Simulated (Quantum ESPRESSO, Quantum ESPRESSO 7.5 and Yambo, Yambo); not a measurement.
**Beyond one shot: SiC (F-43m)**

Wanted: G0W0 and self-consistent gaps of SiC (F-43m), with the cost of the cycles.

Calculated with Quantum ESPRESSO 7.5 and Yambo 5.3.0; PBE and many-body steps on it, plane waves.

**What was measured.**

- Gap 2.39 eV: band gap at cryogenic temperature; bulk crystal (literature value) (quoted in “Silicon carbide diodes for neutron detection”, 2020, arxiv:2009.14696).

- Gap 2.4 eV: Tauc optical (indirect) gap of annealed polycrystalline 3C-SiC; UV-VIS spectroscopic ellipsometry, Tauc analysis; film (CVD ultrathin polycrystalline film, annealed, about 5 nm grains) (“On-Demand CMOS-Compatible Fabrication of Ultrathin Self-Aligned SiC Nanowire Arrays”, 2018, pmc:6267454).

Report form: the programs' logs are mostly left out.

## Step 1: The structure

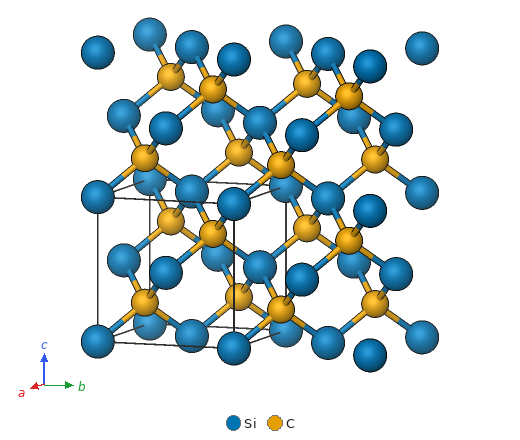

The cell as given, slightly off an axis (silicon blue, carbon orange). 1×2×2 cells are drawn. This picture shows the conventional cell, with its axes. Bonds to atoms that aren't drawn are left out. Some periodic images of atoms are drawn too.

The cell and positions come from the Crystallography Open Database and are kept as given unless a step says otherwise.

## Step 2: Empty states on the mesh, 4×4×4 mesh, 90 bands

This step: Quantum ESPRESSO 7.5; DFT, PBE, plane waves, norm-conserving pseudopotentials.

The sums over transitions need many empty states on a uniform mesh; this step solves for them.

Input file pw.in:

```
&control
  calculation = 'nscf'
  prefix = 'x'
  outdir = 'o'
  pseudo_dir = 'pseudo'
/
&system
  ibrav = 0
  nat = 2
  ntyp = 2
  ecutwfc = 74.0
  nbnd = 90
  force_symmorphic = .true.
/
&electrons
  conv_thr = 1e-9
  electron_maxstep = 80
  diago_full_acc = .true.
  diago_thr_init = 5e-6
/
ATOMIC_SPECIES
  Si 28.085 Si.upf
  C 12.011 C.upf
CELL_PARAMETERS angstrom
  -0.0000000000 2.1790000000 2.1790000000
  2.1790000000 -0.0000000000 2.1790000000
  2.1790000000 2.1790000000 -0.0000000000
ATOMIC_POSITIONS crystal
  Si 0.0000000000 0.0000000000 0.0000000000
  C 0.2500000000 0.2500000000 0.2500000000
K_POINTS automatic
  4 4 4 0 0 0
```

On the command line:

```sh
$ OMP_NUM_THREADS=1 mpirun -n 4 pw.x -nk 4 -in pw.in > pw.out
```

The job ended after 1.9 s (4 MPI ranks of Arm Neoverse V2, shared host; peak memory 0.05 GiB).

Numbers from this step:

- gap: 1.361 eV
- k of the valence top: 0, 0, 0
- k of the conduction bottom: 0, -0.5, -0.5
- least direct gap: 4.553 eV
- k points computed: 8
- lowest point of the top converged band, above the valence top: 128.6364 eV

On this mesh the gap is 1.361 eV.

The density comes from a self-consistent run that is not shown.

## Step 3: Conversion and set-up

This step: Yambo 5.3.0; conversion and set-up on PBE, plane waves, norm-conserving pseudopotentials.

The states are converted to the many-body program's format and the q mesh is built.

On the command line:

```sh
$ (cd o/x.save; p2y > p2y.log; mv SAVE ../..); yambo > setup.log
```

It took 1.8 s on 1 MPI rank; peak memory 0.23 GiB.

## Step 4: G0W0

Now the one-shot GW correction: screening in the RPA, then the self-energy of the levels asked for.

This step: G0W0 on PBE, plane waves, norm-conserving pseudopotentials.

Input file gw1.in:

```
HF_and_locXC
gw0
dyson
ppa
em1d
rim_cut
RandQpts= 1000000
RandGvec= 1 RL
EXXRLvcs= 74 Ry
VXCRLvcs= 296 Ry
Chimod= "HARTREE"
% BndsRnXp
 1 | 90 |
%
NGsBlkXp= 15.5 Ry
% LongDrXp
 1 | 1 | 1 |
%
% GbndRnge
 1 | 90 |
%
DysSolver= "n"
ExtendOut
PPAPntXp= 27.21138 eV
% QPkrange
 1 | 8 | 1 | 8 |
%
```

On the command line:

```sh
$ OMP_NUM_THREADS=1 mpirun -n 4 yambo -F gw1.in -J gw1 -C gw1 > gw1.log
```

Wall time 100 s (4 MPI ranks); peak memory 1.2 GiB; 6.6 min of CPU time.

Numbers from this step:

| Quantity | Value |
| --- | --- |
| G0W0 gap on the mesh | 2.070 eV |
| starting gap on the mesh | 1.361 eV |
| k of the valence top | 0, 0, 0 |
| k of the conduction bottom | 0, -0.5, -0.5 |
| least direct G0W0 gap on the computed points | 5.581 eV |
| Z at the valence top | 0.7973 |
| Z at the conduction bottom | 0.8240 |

The gap on the mesh goes from 1.36 eV to 2.07 eV, a correction of +0.71 eV.

## Step 5: evGW0, cycle 1

This step: evGW0 on PBE, plane waves, norm-conserving pseudopotentials.

gw2.in, as its differences from gw1.in of step 4:

```diff
@@ -27 +27,2 @@
 %
+GfnQPdb= "E < ./gw1/ndb.QP"
```

On the command line:

```sh
$ OMP_NUM_THREADS=1 mpirun -n 4 yambo -F gw2.in -J gw2,gw1_W -C gw2 > gw2.log
```

It took 92 s on 4 MPI ranks; peak memory 1.1 GiB; 6.2 min of CPU time.

This step gave:

* quasiparticle gap on the mesh: 2.148 eV
* gap of the density functional on the mesh: 1.361 eV
* k of the valence top: 0, 0, 0
* k of the conduction bottom: 0, -0.5, -0.5
* least direct quasiparticle gap on the computed points: 5.704 eV
* Z at the valence top: 0.8010
* Z at the conduction bottom: 0.8317

Against G0W0 in Yambo (4×4×4 mesh, 90 bands, screening to 210.9 eV, Godby-Needs plasmon pole), the gap moves by +0.079 eV.

The program's own table gives 2.268 eV, which is too large where the input levels are shifted: this version takes Σc at the unshifted level E₀, yet steps from the shifted one. The value above is the Newton step from E₀, E₀ + Z(Σc + Σx − Vxc), rebuilt from the printed columns.

## Step 6: evGW0, cycle 2

The corrected levels of the last cycle go back in.

gw3.in, as its differences from gw2.in of step 5:

```diff
@@ -27,2 +27,2 @@
 %
-GfnQPdb= "E < ./gw1/ndb.QP"
+GfnQPdb= "E < ./gw2_fix/ndb.QP"
```

On the command line:

```sh
$ OMP_NUM_THREADS=1 mpirun -n 4 yambo -F gw3.in -J gw3,gw1_W -C gw3 > gw3.log
```

Wall time 92 s (4 MPI ranks); peak memory 1.1 GiB; 6.2 min of CPU time.

This step gave:

| Property | Result |
| --- | --- |
| quasiparticle gap on the mesh | 2.155 eV |
| gap of the density functional on the mesh | 1.361 eV |
| k of the valence top | 0, 0, 0 |
| k of the conduction bottom | 0, -0.5, -0.5 |
| least direct quasiparticle gap on the computed points | 5.717 eV |

Against the cycle before, the gap moves by +0.007 eV.

The program's own table gives 2.287 eV, which is too large where the input levels are shifted: this version takes Σc at the unshifted level E₀, yet steps from the shifted one. The value above is the Newton step from E₀, E₀ + Z(Σc + Σx − Vxc), rebuilt from the printed columns.

## Step 7: evGW, cycle 1

This step: evGW on PBE, plane waves, norm-conserving pseudopotentials.

gw4.in, as its differences from gw3.in of step 6:

```diff
@@ -27,2 +27,3 @@
 %
-GfnQPdb= "E < ./gw2_fix/ndb.QP"
+GfnQPdb= "E < ./gw1/ndb.QP"
+XfnQPdb= "E < ./gw1/ndb.QP"
```

On the command line:

```sh
$ OMP_NUM_THREADS=1 mpirun -n 4 yambo -F gw4.in -J gw4 -C gw4 > gw4.log
```

Elapsed: 99 s, on 4 MPI ranks; peak memory 1.1 GiB; 6.5 min of CPU time.

Numbers from this step:

| Item | Value |
| --- | --- |
| quasiparticle gap on the mesh | 2.279 eV |
| gap of the density functional on the mesh | 1.361 eV |
| k of the valence top | 0, 0, 0 |
| k of the conduction bottom | 0, -0.5, -0.5 |
| least direct quasiparticle gap on the computed points | 5.862 eV |

Against G0W0 in Yambo (4×4×4 mesh, 90 bands, screening to 210.9 eV, Godby-Needs plasmon pole), the gap moves by +0.209 eV.

The program's own table gives 2.391 eV, which is too large where the input levels are shifted: this version takes Σc at the unshifted level E₀, yet steps from the shifted one. The value above is the Newton step from E₀, E₀ + Z(Σc + Σx − Vxc), rebuilt from the printed columns.

## Step 8: evGW, cycle 2

gw5.in, as its differences from gw4.in of step 7:

```diff
@@ -27,3 +27,3 @@
 %
-GfnQPdb= "E < ./gw1/ndb.QP"
-XfnQPdb= "E < ./gw1/ndb.QP"
+GfnQPdb= "E < ./gw4_fix/ndb.QP"
+XfnQPdb= "E < ./gw4_fix/ndb.QP"
```

On the command line:

```sh
$ OMP_NUM_THREADS=1 mpirun -n 4 yambo -F gw5.in -J gw5 -C gw5 > gw5.log
```

Run time: 99 s. Hardware: 4 MPI ranks; peak memory 1.1 GiB.

This step gave:

| Item | Value |
| --- | --- |
| quasiparticle gap on the mesh | 2.337 eV |
| gap of the density functional on the mesh | 1.361 eV |
| k of the valence top | 0, 0, 0 |
| k of the conduction bottom | 0, -0.5, -0.5 |
| least direct quasiparticle gap on the computed points | 5.942 eV |

Against the cycle before, the gap moves by +0.058 eV.

The program's own table gives 2.478 eV, which is too large where the input levels are shifted: this version takes Σc at the unshifted level E₀, yet steps from the shifted one. The value above is the Newton step from E₀, E₀ + Z(Σc + Σx − Vxc), rebuilt from the printed columns.

## Step 9: evGW, cycle 3

gw6.in, as its differences from gw5.in of step 8:

```diff
@@ -27,3 +27,3 @@
 %
-GfnQPdb= "E < ./gw4_fix/ndb.QP"
-XfnQPdb= "E < ./gw4_fix/ndb.QP"
+GfnQPdb= "E < ./gw5_fix/ndb.QP"
+XfnQPdb= "E < ./gw5_fix/ndb.QP"
```

On the command line:

```sh
$ OMP_NUM_THREADS=1 mpirun -n 4 yambo -F gw6.in -J gw6 -C gw6 > gw6.log
```

Run time: 99 s. Hardware: 4 MPI ranks; peak memory 1.2 GiB.

This step gave:

* quasiparticle gap on the mesh: 2.354 eV
* gap of the density functional on the mesh: 1.361 eV
* k of the valence top: 0, 0, 0
* k of the conduction bottom: 0, -0.5, -0.5
* least direct quasiparticle gap on the computed points: 5.967 eV

Against the cycle before, the gap moves by +0.017 eV.

The program's own table gives 2.502 eV, which is too large where the input levels are shifted: this version takes Σc at the unshifted level E₀, yet steps from the shifted one. The value above is the Newton step from E₀, E₀ + Z(Σc + Σx − Vxc), rebuilt from the printed columns.

## Step 10: evGW, cycle 4

gw7.in, as its differences from gw6.in of step 9:

```diff
@@ -27,3 +27,3 @@
 %
-GfnQPdb= "E < ./gw5_fix/ndb.QP"
-XfnQPdb= "E < ./gw5_fix/ndb.QP"
+GfnQPdb= "E < ./gw6_fix/ndb.QP"
+XfnQPdb= "E < ./gw6_fix/ndb.QP"
```

On the command line:

```sh
$ OMP_NUM_THREADS=1 mpirun -n 4 yambo -F gw7.in -J gw7 -C gw7 > gw7.log
```

It took 100 s on 4 MPI ranks; peak memory 1.1 GiB; 6.6 min of CPU time.

This step gave:

```
quasiparticle gap on the mesh                         : 2.360 eV
gap of the density functional on the mesh             : 1.361 eV
k of the valence top                                  : 0, 0, 0
k of the conduction bottom                            : 0, -0.5, -0.5
least direct quasiparticle gap on the computed points : 5.974 eV
```

Against the cycle before, the gap moves by +0.005 eV.

The program's own table gives 2.510 eV, which is too large where the input levels are shifted: this version takes Σc at the unshifted level E₀, yet steps from the shifted one. The value above is the Newton step from E₀, E₀ + Z(Σc + Σx − Vxc), rebuilt from the printed columns.

## Step 11: Side by side

Times are wall times on 4 MPI ranks of Arm Neoverse V2, shared host, good to a factor of about two.

```tsv
run	mesh	bands	screening cutoff (eV)	DFT gap (eV)	gap on the mesh (eV)	direct (eV)	time
G0W0	4×4×4	90	210.9	1.361	2.070	5.581	100 s
evGW0, cycle 1	4×4×4	90	210.9	1.361	2.148	5.704	92 s
evGW0, cycle 2	4×4×4	90	210.9	1.361	2.155	5.717	92 s
evGW, cycle 1	4×4×4	90	210.9	1.361	2.279	5.862	99 s
evGW, cycle 2	4×4×4	90	210.9	1.361	2.337	5.942	99 s
evGW, cycle 3	4×4×4	90	210.9	1.361	2.354	5.967	99 s
evGW, cycle 4	4×4×4	90	210.9	1.361	2.360	5.974	100 s
```

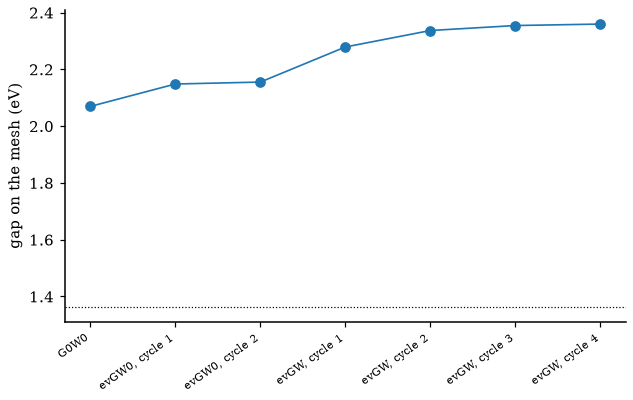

The gap through the cycles; the dotted line is the starting gap.

## Step 12: What came out

```
G0W0           : 2.070 eV
evGW0, cycle 1 : 2.148 eV
evGW0, cycle 2 : 2.155 eV
evGW, cycle 1  : 2.279 eV
evGW, cycle 2  : 2.337 eV
evGW, cycle 3  : 2.354 eV
evGW, cycle 4  : 2.360 eV
known limits   : not at the basis limit; coarse k mesh
```

evGW0 ends at 2.16 eV, +0.09 eV from G0W0, after 2 cycles that took 3.1 min beside the first screening; the last moved the gap by 0.007 eV. evGW ends at 2.36 eV, +0.29 eV from G0W0, after 4 cycles that took 6.6 min beside the first screening; the last moved the gap by 0.005 eV. Against experiment, by evGW, cycle 4: the gap of 2.36 eV lies −0.03 eV from the measured 2.39 eV (kind not stated, quoted 2020); the gap of 2.36 eV lies −0.04 eV from the measured 2.4 eV (indirect, 2018). These are gaps on the mesh, at modest bands and cutoff. The calculation has static nuclei and no excitons; a measured gap holds zero-point and thermal motion, which mostly lowers it. Bands and cutoff are finite, so the gap is not at the basis limit. The miss can reach some tenths of an eV and take either sign; the mesh is an error of its own. The 4×4×4 mesh is coarse for this cell, which bears on the long-range parts of exchange and screening.

[Paths, hosts, dates, memory and timing lines, banners, echoed tables and standing remarks are left out of the program output.]

[Logs are printed without paths, hosts, clocks, repeated set-up lines and the standing remarks that a program may print on its own settings, such as how far it seeks lower states.]

[Runs of the session that timed out or met a known fault of the program may be left out.]

[Hosts, paths, dates, database ids (printed as entryN), source tags and the programs' standing remarks are cut or masked in the printed files.]
